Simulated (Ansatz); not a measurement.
**Geometry relaxation, with input and output: NiSi2**

- system: NiSi2 (Fm-3m, 3 atoms in the cell)
- method: DFT PBE, scalar-relativistic, plane waves, PAW, no spin polarisation (Ansatz 0.2.0)

The structure derives from an entry of the Crystallography Open Database. Figures and captions count atoms from 1; the log counts them from 0 in places.

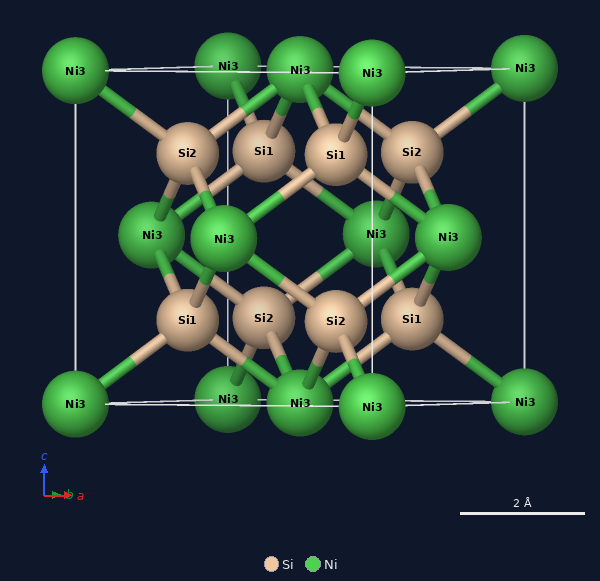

**Figure 1.** The starting structure (ball-and-stick view of the cell 4 times as large as that of the calculation, set on its symmetry axes, seen at an oblique angle; atoms are numbered from 1 in the order of the input). Near neighbours in the crystal (not all of them lie inside the picture): Si has 4 Ni at 2.34 Å; Ni has 8 Si at 2.34 Å.

The input
```yaml
crystal:
  lattice:
    - [0.0, 2.703, 2.703]
    - [2.703, 0.0, 2.703]
    - [2.703, 2.703, 0.0]
  atoms:
    - { symbol: Si, position: [0.25, 0.25, 0.25] }
    - { symbol: Si, position: [0.75, 0.75, 0.75] }
    - { symbol: Ni, position: [0.0, 0.0, 0.0] }
basis:
  ecutwfc: 420
kpoints:
  mp_grid: { grid: [14, 14, 14] }
hamiltonian:
  xc: pbe
scf:
  occupations: { method: gaussian, width: 0.1 }
output:
  forces: true
  stress: true
  eigenvalues: true
relax:
  adjacent_minimum: "off"
  f_tol: 0.005
  max_steps: 80
  cell: { stress_tol: 0.05 }
```

Hardware: 2 threads of Arm Neoverse V2, 24 GiB of memory available, shared host.

Command:
```bash
ansatz run input.yaml --threads 2 --pin off --max-ram 5120MiB --backend cpu --events-out ev --progress --plain --runs-dir out
```

The program's output
```
Engine: ansatz 0.2.0, aarch64-unknown-linux-gnu
Pseudopotentials: kind: paw
Pseudopotential: Si, paw, valence charge 4, recommended cutoff 420 eV (normal), Si.paw.azcp
Pseudopotential: Ni, paw, valence charge 18, recommended cutoff 420 eV (normal), Ni.paw.azcp
Functional definition: PBE
  parameter kappa = 0.804
  parameter beta = 0.06672455060314922
  exchange = pbe_x(kappa = kappa, mu = beta*pi^2/3)
  correlation = pbe_c(beta = beta)
Crystal: 3 atoms, lattice volume = 39.497 Å³
Basis set: ecut = 420 eV, 749 PW (Γ), exchange–correlation on 54×54×54 points (8 copies of the dense FFT grid, shifted against one another)
Bands: 17, of which v1, the nominal top of the filled ones, is band 13 counted from 1 (12 counted from 0)
Symmetry: 48 space group operations
Space group: Fm-3m (ITA 225), of the structure as read, at distance tolerance 3.4e-5 Å
k-points: 104 of 2744
Non-local potential: Si, projectors of the file, l = 0: 2, l = 1: 2, l = 2: 2
Non-local potential: Ni, projectors of the file, l = 0: 3, l = 1: 2, l = 2: 3, l = 3: 1
PAW form: soft (Blöchl's): semilocal exchange-correlation on the pseudo side does not see the compensation charge
PAW one-centre angular grid: Si, 110 points (default); XC on 64 Gauss nodes
PAW one-centre angular grid: Ni, 590 points (default); XC on 64 Gauss nodes
Initial density: superposition of atomic densities (neutral atoms: chi_scale 0, normalization atom), corrected by the library's trained network
Initial wavefunctions: pseudopotential atomic-orbital guess
Functional: x = pbe(κ = 0.804, μ = 0.2195149727645171), c = pbe(β = 0.06672455060314922)
SCF iter   1: F=—  HF=-7112.399240 eV  |F-HF|=—  |Δ(HF+E_count)|=         —  Δρ=1.03e-2  dr2=2.98e-2  ethr=1.77e-3  ⟨swp⟩=5.1  Hψ=9057  notcnv=0
preconditioner: auto → Kerker (q_TF=auto, 2.545 Å⁻¹)  [metal: Δε(μ)=0.063 eV  Ē_g=8.219 eV  σ=0.100 eV  W_gap=0.33  n_scr=14 (ndim 8)  ℏωp=25.1 eV  f_vac=0.000  D(μ)=0.96/eV (n_scr^D=8)]
SCF iter   2: F=—  HF=-7112.396967 eV  |F-HF|=—  |Δ(HF+E_count)|=   2.27e-3  Δρ=3.22e-3  dr2=3.81e-3  ethr=1.14e-4  ⟨swp⟩=1.7  Hψ=2691  notcnv=0
SCF iter   3: F=—  HF=-7112.396600 eV  |F-HF|=—  |Δ(HF+E_count)|=   3.67e-4  Δρ=8.49e-4  dr2=3.51e-4  ethr=1.47e-5  ⟨swp⟩=1.0  Hψ=1760  notcnv=0  defer=2
SCF iter   4: F=—  HF=-7112.396609 eV  |F-HF|=—  |Δ(HF+E_count)|=   9.47e-6  Δρ=2.75e-4  dr2=2.90e-5  ethr=1.35e-6  ⟨swp⟩=2.7  Hψ=2771  notcnv=0  defer=2
SCF iter   5: F=—  HF=-7112.396623 eV  |F-HF|=—  |Δ(HF+E_count)|=   1.40e-5  Δρ=7.88e-5  dr2=3.96e-6  ethr=1.11e-7  ⟨swp⟩=2.1  Hψ=2222  notcnv=0  defer=2
SCF iter   6: F=—  HF=-7112.396626 eV  |F-HF|=—  |Δ(HF+E_count)|=   2.40e-6  Δρ=2.00e-5  dr2=2.98e-7  ethr=1.52e-8  ⟨swp⟩=2.3  Hψ=2653  notcnv=0  defer=2
SCF iter   7: F=-7112.396626 eV  HF=-7112.396626 eV  |F-HF|=5.40e-8  |Δ(HF+E_count)|=   8.85e-8  Δρ=1.38e-5  dr2=7.27e-8  ethr=3.85e-10  ⟨swp⟩=5.9  Hψ=8423  notcnv=0
SCF 1 converged in 7 iterations: F = -7112.396626 eV  dr2 = 7.27e-8
  greatest PAW one-centre occupation: 1.000 electrons in one spin orbital (limit 2), on the Ni atom at site 2 (counted from 0), in its partial waves of l = 1
relax step   1: F+E_penalty+E_count = -7112.39662577 eV  Δ(F+E_penalty+E_count) = +0.000e0 eV  max|allowed force component| = 1.696e-17 eV/Å  Δτ_max = 0.0000 Å  P = +3.449 GPa  Ω = 39.497 Å³  (7 SCF iters, dr2 threshold 1.00e-7 eV, accepted)
Crystal: 3 atoms, lattice volume = 39.978 Å³
Initial density: handed on by an earlier stage of this run
Initial wavefunctions: those handed on with the density
iter 1 solved again at ethr=3.88e-6 eV; its pass at ethr=3.10e-3 eV (dr2=1.01e-3 eV) is discarded
SCF iter   1: F=—  HF=-7112.404113 eV  |F-HF|=—  |Δ(HF+E_count)|=         —  Δρ=1.85e-3  dr2=8.55e-4  ethr=3.88e-6  ⟨swp⟩=2.1  Hψ=10167  notcnv=0
preconditioner: auto → Kerker (q_TF=auto, 2.540 Å⁻¹)  [metal: Δε(μ)=0.038 eV  Ē_g=8.160 eV  σ=0.100 eV  W_gap=0.21  n_scr=14 (ndim 8)  ℏωp=24.9 eV  f_vac=0.002  D(μ)=0.87/eV (n_scr^D=0)]
SCF iter   2: F=—  HF=-7112.403996 eV  |F-HF|=—  |Δ(HF+E_count)|=   1.17e-4  Δρ=6.05e-4  dr2=1.51e-4  ethr=3.29e-6  ⟨swp⟩=1.1  Hψ=1803  notcnv=0
SCF iter   3: F=—  HF=-7112.403972 eV  |F-HF|=—  |Δ(HF+E_count)|=   2.46e-5  Δρ=2.69e-4  dr2=4.12e-5  ethr=5.80e-7  ⟨swp⟩=1.0  Hψ=1768  notcnv=0
SCF iter   4: F=—  HF=-7112.403972 eV  |F-HF|=—  |Δ(HF+E_count)|=   1.45e-7  Δρ=1.69e-4  dr2=1.20e-5  ethr=1.58e-7  ⟨swp⟩=2.5  Hψ=2741  notcnv=0
SCF iter   5: F=—  HF=-7112.403973 eV  |F-HF|=—  |Δ(HF+E_count)|=   1.37e-6  Δρ=4.24e-5  dr2=5.87e-7  ethr=4.63e-8  ⟨swp⟩=2.7  Hψ=2616  notcnv=0
SCF iter   6: F=-7112.403973 eV  HF=-7112.403973 eV  |F-HF|=1.63e-8  |Δ(HF+E_count)|=   2.54e-7  Δρ=8.21e-6  dr2=3.32e-8  ethr=1.15e-9  ⟨swp⟩=5.0  Hψ=8027  notcnv=0
SCF 2 converged in 6 iterations: F = -7112.403973 eV  dr2 = 3.32e-8
relax step   2: F+E_penalty+E_count = -7112.40397330 eV  Δ(F+E_penalty+E_count) = -7.348e-3 eV  max|allowed force component| = 8.018e-17 eV/Å  Δτ_max = 0.0000 Å  P = +1.561 GPa  Ω = 39.978 Å³  energy of the carried Pulay correction = -1.392e-4 eV  (6 SCF iters, dr2 threshold 3.00e-7 eV, accepted)
Crystal: 3 atoms, lattice volume = 40.385 Å³
iter 1 solved again at ethr=2.65e-6 eV; its pass at ethr=3.10e-3 eV (dr2=6.90e-4 eV) is discarded
SCF iter   1: F=—  HF=-7112.405981 eV  |F-HF|=—  |Δ(HF+E_count)|=         —  Δρ=1.45e-3  dr2=5.38e-4  ethr=2.65e-6  ⟨swp⟩=2.1  Hψ=10176  notcnv=0
preconditioner: auto → Kerker (q_TF=auto, 2.535 Å⁻¹)  [metal: Δε(μ)=0.092 eV  Ē_g=8.087 eV  σ=0.100 eV  W_gap=0.45  n_scr=14 (ndim 8)  ℏωp=24.8 eV  f_vac=0.002  D(μ)=0.86/eV (n_scr^D=0)]
SCF iter   2: F=—  HF=-7112.405906 eV  |F-HF|=—  |Δ(HF+E_count)|=   7.43e-5  Δρ=4.91e-4  dr2=1.05e-4  ethr=2.07e-6  ⟨swp⟩=1.1  Hψ=1808  notcnv=0
SCF iter   3: F=—  HF=-7112.405891 eV  |F-HF|=—  |Δ(HF+E_count)|=   1.54e-5  Δρ=2.24e-4  dr2=3.06e-5  ethr=4.04e-7  ⟨swp⟩=1.0  Hψ=1768  notcnv=0
SCF iter   4: F=—  HF=-7112.405891 eV  |F-HF|=—  |Δ(HF+E_count)|=   4.54e-8  Δρ=1.38e-4  dr2=8.08e-6  ethr=1.18e-7  ⟨swp⟩=2.4  Hψ=2715  notcnv=0
SCF iter   5: F=—  HF=-7112.405892 eV  |F-HF|=—  |Δ(HF+E_count)|=   1.05e-6  Δρ=3.61e-5  dr2=4.38e-7  ethr=3.11e-8  ⟨swp⟩=2.5  Hψ=2578  notcnv=0
SCF iter   6: F=-7112.405892 eV  HF=-7112.405892 eV  |F-HF|=1.04e-8  |Δ(HF+E_count)|=   1.84e-7  Δρ=6.69e-6  dr2=2.19e-8  ethr=1.15e-9  ⟨swp⟩=5.0  Hψ=7842  notcnv=0
SCF 3 converged in 6 iterations: F = -7112.405892 eV  dr2 = 2.19e-8
relax step   3: F+E_penalty+E_count = -7112.40589219 eV  Δ(F+E_penalty+E_count) = -1.919e-3 eV  max|allowed force component| = 9.252e-17 eV/Å  Δτ_max = 0.0000 Å  P = +0.055 GPa  Ω = 40.385 Å³  energy of the carried Pulay correction = -2.555e-4 eV  (6 SCF iters, dr2 threshold 3.00e-7 eV, accepted)
Crystal: 3 atoms, lattice volume = 40.400 Å³
iter 1 solved again at ethr=3.71e-9 eV; its pass at ethr=3.10e-3 eV (dr2=9.64e-7 eV) is discarded
SCF iter   1: F=—  HF=-7112.405887 eV  |F-HF|=—  |Δ(HF+E_count)|=         —  Δρ=5.17e-5  dr2=7.39e-7  ethr=3.71e-9  ⟨swp⟩=2.1  Hψ=9899  notcnv=0
preconditioner: auto → Kerker (q_TF=auto, 2.535 Å⁻¹)  [metal: Δε(μ)=0.090 eV  Ē_g=8.084 eV  σ=0.100 eV  W_gap=0.44  n_scr=14 (ndim 8)  ℏωp=24.8 eV  f_vac=0.002  D(μ)=0.86/eV (n_scr^D=0)]
SCF iter   2: F=—  HF=-7112.405891 eV  |F-HF|=—  |Δ(HF+E_count)|=   3.15e-6  Δρ=1.64e-5  dr2=1.60e-7  ethr=2.84e-9  ⟨swp⟩=1.8  Hψ=2182  notcnv=0
SCF iter   3: F=—  HF=-7112.405891 eV  |F-HF|=—  |Δ(HF+E_count)|=   2.67e-9  Δρ=9.44e-6  dr2=6.46e-8  ethr=6.15e-10  ⟨swp⟩=1.0  Hψ=1768  notcnv=0
iter 4 did not close the SCF: its close was put off for the readings that it lacked (scf_convergence_deferred on its scf_iter line)
SCF iter   4: F=-7112.405891 eV  HF=-7112.405891 eV  |F-HF|=2.20e-9  |Δ(HF+E_count)|=   1.51e-8  Δρ=4.06e-6  dr2=6.96e-9  ethr=2.48e-10  ⟨swp⟩=2.4  Hψ=2525  notcnv=0
iter 5 did not close the SCF: its close was put off for the readings that it lacked (scf_convergence_deferred on its scf_iter line)
SCF iter   5: F=-7112.405891 eV  HF=-7112.405891 eV  |F-HF|=5.55e-11  |Δ(HF+E_count)|=   2.29e-9  Δρ=1.17e-6  dr2=4.92e-10  ethr=2.68e-11  ⟨swp⟩=2.1  Hψ=2565  notcnv=0
SCF iter   6: F=-7112.405891 eV  HF=-7112.405891 eV  |F-HF|=2.55e-11  |Δ(HF+E_count)|=  1.72e-10  Δρ=2.78e-7  dr2=2.73e-11  ethr=1.89e-12  ⟨swp⟩=2.0  Hψ=5562  notcnv=0
SCF 4 converged in 6 iterations: F = -7112.405891 eV  dr2 = 2.73e-11
relax step   4: F+E_penalty+E_count = -7112.40589056 eV  Δ(F+E_penalty+E_count) = +1.633e-6 eV  max|allowed force component| = 6.322e-17 eV/Å  Δτ_max = 0.0000 Å  P = +0.001 GPa  Ω = 40.400 Å³  energy of the carried Pulay correction = -2.598e-4 eV  (6 SCF iters, dr2 threshold 7.60e-9 eV, accepted)
Initial wavefunctions: pseudopotential atomic-orbital guess (no wavefunctions were taken with the density)
iter 1 solved again at ethr=4.72e-7 eV; its pass at ethr=3.10e-3 eV (dr2=1.23e-4 eV) is discarded
SCF iter   1: F=—  HF=-7112.405819 eV  |F-HF|=—  |Δ(HF+E_count)|=         —  Δρ=3.47e-4  dr2=1.03e-6  ethr=4.72e-7  ⟨swp⟩=3.0  Hψ=13455  notcnv=0
SCF iter   2: F=—  HF=-7112.406072 eV  |F-HF|=—  |Δ(HF+E_count)|=   2.53e-4  Δρ=1.76e-4  dr2=2.65e-7  ethr=3.97e-9  ⟨swp⟩=2.0  Hψ=2592  notcnv=0
SCF iter   3: F=—  HF=-7112.406159 eV  |F-HF|=—  |Δ(HF+E_count)|=   8.66e-5  Δρ=2.56e-6  dr2=7.35e-10  ethr=1.02e-9  ⟨swp⟩=2.0  Hψ=2011  notcnv=0
SCF iter   4: F=—  HF=-7112.406159 eV  |F-HF|=—  |Δ(HF+E_count)|=   9.30e-9  Δρ=4.10e-7  dr2=5.29e-11  ethr=2.83e-12  ⟨swp⟩=2.3  Hψ=3044  notcnv=0
SCF iter   5: F=—  HF=-7112.406159 eV  |F-HF|=—  |Δ(HF+E_count)|=  5.37e-11  Δρ=2.47e-7  dr2=3.27e-11  ethr=1.00e-12  ⟨swp⟩=2.1  Hψ=2460  notcnv=0
SCF iter   6: F=-7112.406159 eV  HF=-7112.406159 eV  |F-HF|=5.46e-12  |Δ(HF+E_count)|=  1.82e-11  Δρ=1.42e-7  dr2=1.28e-11  ethr=1.00e-12  ⟨swp⟩=5.0  Hψ=7233  notcnv=0
SCF 5 converged in 6 iterations: F = -7112.406159 eV  dr2 = 1.28e-11
relax step   5: F+E_penalty+E_count = -7112.40615862 eV  Δ(F+E_penalty+E_count) = -2.681e-4 eV  max|allowed force component| = 6.785e-17 eV/Å  Δτ_max = 0.0000 Å  P = +0.005 GPa  Ω = 40.400 Å³  stress off target by 5.22e-3 GPa  SCF on the basis re-selected at this cell (its energy is not comparable with the rows above)  (6 SCF iters)
```

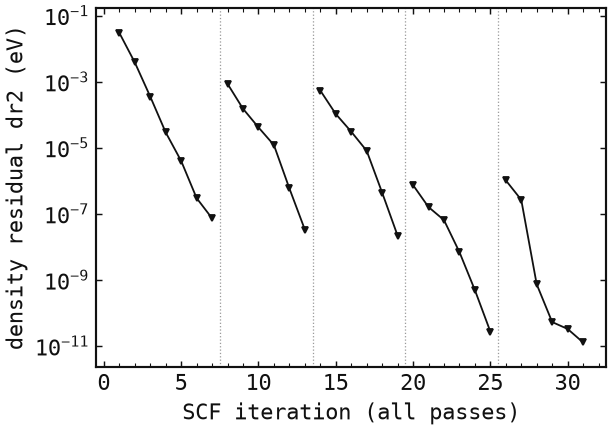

**Figure 2.** Convergence of the self-consistent field: density residual dr2 against the SCF iteration. The dotted lines part the SCF passes of the relaxation: geometry steps, rejected trials and re-solves on a re-selected basis. The 5 passes take 6 to 7 iterations each, 31 in all.

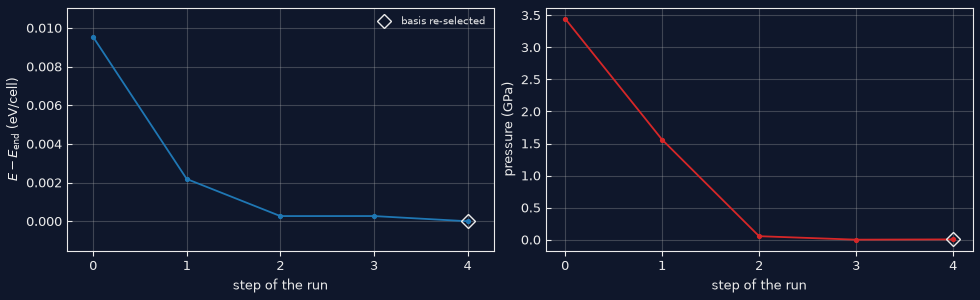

**Figure 3.** Progress of the relaxation, step by step (the first geometry is step 0 here and step 1 in the log).

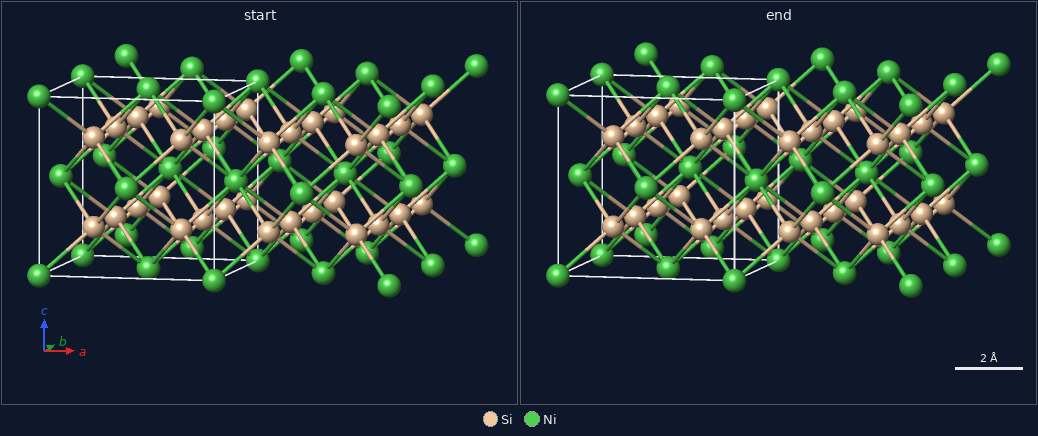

**Figure 4.** Before (left) and after (right) the relaxation, at one scale (ball-and-stick view of the cell 4 times as large as that of the calculation, set on its symmetry axes, repeated 2 × 2 × 1, seen slightly off an axis). No atom moves by more than 0.005 Å relative to the cell. The volume changes by +2.3 %, with a = b = c 5.406 → 5.447 Å (+0.8 %). Among the contacts that change: Si1–Ni3 2.341 → 2.359 Å. The space group stays Fm-3m (No. 225). Over 3 geometry steps the energy falls by 9.3 meV per cell of the calculation. All forces vanish by symmetry, so only the cell relaxes. Pressure: 3.45 GPa at the start and 0.01 GPa at the end. A last SCF at the same geometry on a re-selected plane-wave basis shifts the energy by −0.3 meV per cell of the calculation. (Atoms are counted from 1 in the order of the input.)

```
basis re-selected at this cell: Δ(F+E_penalty+E_count) = -2.681e-4 eV, ΔP = +0.004 GPa vs the last step (what re-selecting the basis moved, of the pressure what is left beyond the Pulay correction that the steps carried, after the strain that the cell walked since its last selection, with what the two solves' SCF thresholds leave and, on support functions, any second-order correction that the steps lacked; it is no measure of the basis error at this ecutwfc). This SCF's stress stands 5.22e-3 GPa from its target on what of the cell is left free (relax.cell.stress_tol is 5.00e-2 GPa) and its largest allowed force component is 6.78e-17 eV/Å (relax.f_tol is 5.00e-3 eV/Å): within both
SCF converged after 6 iterations
Free energy (F): -7112.406159 eV
Harris-Foulkes:  -7112.406159 eV  (|F-HF|=5.46e-12)
Internal energy: -7112.401835 eV  (E = F + TS)
E sigma→0 (E₀):  -7112.403997 eV
Entropy (-TS):   -0.004324 eV (-1.441 meV/atom)
Fermi energy:    12.919483 eV
--- Per-component energies (eV) ---
  E_band       = -351.383638
  E_kinetic    = 369.192264
  E_local      = -4935.878817  (includes V_loc(G=0)·N_el)
  E_nonlocal   = 679.807428
  E_hartree    = 2133.707920
  E_xc         = -198.781365
  E_vxc        = -207.825020  (∫ρ·V_xc dr)
  E_paw        = -2651.565759  (= ΣΔE_a)
  E_vpaw       = -524.096088  (= ΣTr[D̂ρ^β])
  E_aug_tail   = 0.000577  (compensation charges beyond the density's cutoff)
  E_ewald      = -2508.884082
  E_smearing   = -0.004324  (= −TS)
  E_closure    = 0.000000  (closes the sum)
  Σ components = -7112.406159   (vs F -7112.406159, Δ=0.00e0)
--- Forces (eV/Å), atoms counted from 1 ---
  atom   1  Si    -0.00000000    -0.00000000     0.00000000
  atom   2  Si     0.00000000     0.00000000    -0.00000000
  atom   3  Ni     0.00000000     0.00000000    -0.00000000
  max |Σ_I F_I| component: 4.63e-17 eV/Å
--- Stress (GPa, compression-positive) ---
        0.005224      -0.000000      -0.000000
        0.000000       0.005224      -0.000000
       -0.000000      -0.000000       0.005224
  P = ⅓ Tr σ = 0.0052 GPa (0.052 kbar)
--- Band table (eV; the first three rows and the last of 104) ---
  k-point 0: bands = ["-91.6287", "-52.0243", "-52.0243", "-52.0243", "-0.7702", "7.8291", "7.8291", "7.8291", "9.5142", "9.5142", "12.4076", "14.5836", "14.5836", "14.5836", "15.1809", "15.1809", "15.1809"]
  k-point 1: bands = ["-91.6287", "-52.0243", "-52.0243", "-52.0243", "-0.6958", "7.6662", "7.8531", "7.8531", "9.4998", "9.4998", "12.3656", "13.7269", "14.1889", "14.1889", "15.5770", "15.5770", "16.1565"]
  k-point 2: bands = ["-91.6287", "-52.0244", "-52.0243", "-52.0243", "-0.4733", "7.2080", "7.9208", "7.9208", "9.4654", "9.4654", "11.7998", "13.4074", "13.6274", "13.6274", "15.8464", "15.8464", "16.8609"]
  k-point 103: bands = ["-91.6287", "-52.0249", "-52.0248", "-52.0246", "3.8308", "4.3306", "5.7869", "6.5131", "9.2084", "9.3392", "9.4224", "9.8370", "10.5339", "14.3964", "15.7967", "16.9584", "18.7876"]
--- Relaxed structure (4 steps of the walk, 4 accepted, 1 SCFs on fresh bases) ---
  F+E_penalty+E_count = -7112.40615862 eV   max|allowed force component| = 6.785e-17 eV/Å   (the final SCF, on the basis selected at the relaxed cell)
  cell:  # Å, volume = 40.3998 Å³
    - [-3.5747219418283123e-34, 2.7234321029575286, 2.7234321029575286]
    - [2.7234321029575286, 5.015756844881596e-35, 2.7234321029575286]
    - [2.7234321029575286, 2.7234321029575286, -3.0572232197373535e-34]
  atoms:
    - { symbol: Si, position: [0.25, 0.25, 0.25] }
    - { symbol: Si, position: [0.7500000000000001, 0.7500000000000001, 0.7500000000000001] }
    - { symbol: Ni, position: [6.154106980750873e-35, -6.426248394975032e-35, -8.52915932307081e-35] }
```

Trajectory as extended XYZ (Å, eV, eV/Å), 5 frames, from step=1 to step=5
```
3
Lattice="0.0000 2.7030 2.7030 2.7030 0.0000 2.7030 2.7030 2.7030 0.0000" Properties=species:S:1:pos:R:3:forces:R:3 step=1 energy=-7112.39663 pressure_GPa=3.45
Si    1.3515    1.3515    1.3515    0.0000   0.0000   0.0000
Si    4.0545    4.0545    4.0545    0.0000   0.0000   0.0000
Ni    0.0000    0.0000    0.0000    0.0000   0.0000   0.0000
3
Lattice="0.0000 2.7139 2.7139 2.7139 0.0000 2.7139 2.7139 2.7139 0.0000" Properties=species:S:1:pos:R:3:forces:R:3 step=2 energy=-7112.40397 pressure_GPa=1.56
Si    1.3570    1.3570    1.3570    0.0000   0.0000   0.0000
Si    4.0709    4.0709    4.0709    0.0000   0.0000   0.0000
Ni    0.0000    0.0000    0.0000    0.0000   0.0000   0.0000
3
Lattice="0.0000 2.7231 2.7231 2.7231 0.0000 2.7231 2.7231 2.7231 0.0000" Properties=species:S:1:pos:R:3:forces:R:3 step=3 energy=-7112.40589 pressure_GPa=0.06
Si    1.3615    1.3615    1.3615    0.0000   0.0000   0.0000
Si    4.0846    4.0846    4.0846    0.0000   0.0000   0.0000
Ni    0.0000    0.0000    0.0000    0.0000   0.0000   0.0000
3
Lattice="0.0000 2.7234 2.7234 2.7234 0.0000 2.7234 2.7234 2.7234 0.0000" Properties=species:S:1:pos:R:3:forces:R:3 step=4 energy=-7112.40589 pressure_GPa=0.00
Si    1.3617    1.3617    1.3617    0.0000   0.0000   0.0000
Si    4.0851    4.0851    4.0851    0.0000   0.0000   0.0000
Ni    0.0000    0.0000    0.0000    0.0000   0.0000   0.0000
3
Lattice="0.0000 2.7234 2.7234 2.7234 0.0000 2.7234 2.7234 2.7234 0.0000" Properties=species:S:1:pos:R:3:forces:R:3 step=5 energy=-7112.40616 pressure_GPa=0.01
Si    1.3617    1.3617    1.3617    0.0000   0.0000   0.0000
Si    4.0851    4.0851    4.0851    0.0000   0.0000   0.0000
Ni    0.0000    0.0000    0.0000    0.0000   0.0000   0.0000
```

Summary

- outcome: converged
- space group (tolerance 0.01 Å): Fm-3m (225)
- electrons treated: 26
- free energy: −7112.4062 eV
- Fermi energy: 12.919 eV
- gap on the k-point mesh: none (metallic)
- pressure: 0.01 GPa
- final volume: 40.40 Å³
- largest force (length of the vector) at the end: under 0.001 eV/Å
- final cell: a = 3.852 Å, b = 3.852 Å, c = 3.852 Å, α = 60.00°, β = 60.00°, γ = 60.00°
- wall time: 10 s (CPU time 20 s)
- peak memory: 0.36 GiB

Notes

The run has no spin polarisation, so a magnetic state may lie lower.
